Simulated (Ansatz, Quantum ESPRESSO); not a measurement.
# 2H-WSe2, 1 layer, rectangular cell: the energy at a withheld member of a series

**Set-up.** Quantum ESPRESSO 7.5, PBE, GBRV ultrasoft. Cell and atoms are first relaxed; each strained cell is then held, the other axis too, and the atoms relax in it. A periodic run with 15 Å of vacuum in the starting cell gives the vacuum levels, and bands follow along a path. The series steps strain along the second axis. Energies count from the lowest.

```
strain along the second axis  energy (eV)
                        -4 %       0.1306
                        -3 %       0.0727
                        -2 %       0.0324
                         0 %       0.0000
                         1 %       0.0058
                         2 %       0.0249
                         3 %       0.0565
                         4 %       0.0998
```

To predict: What is the energy at −1 %?

**Fit.** The rows at -2 % and 0 % give a slope of (0.0000 − (0.0324))/(0 − (−2)) = −0.0162, so a straight line gives 0.0162 eV. A parabola through these and the row at -3 % gives 0.0082 eV.

**Check.** 0.0085 eV. The line misses by +0.0077 and the parabola by −0.0003 eV. The parabola does better.

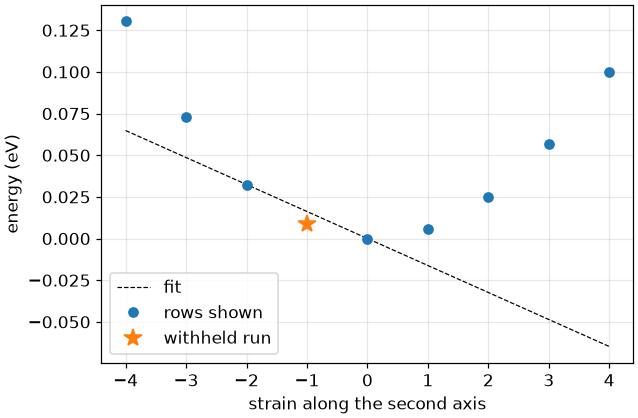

The rows shown, the fit and the withheld run.

Caveats: Semilocal gaps are too small; the 1×1 cell can't ripple over many cells under compression as a free sheet would. No spin-orbit coupling.

[Logs are printed without paths, hosts, clocks, repeated set-up lines and the standing remarks that a program may print on its own settings, such as how far it seeks lower states.]
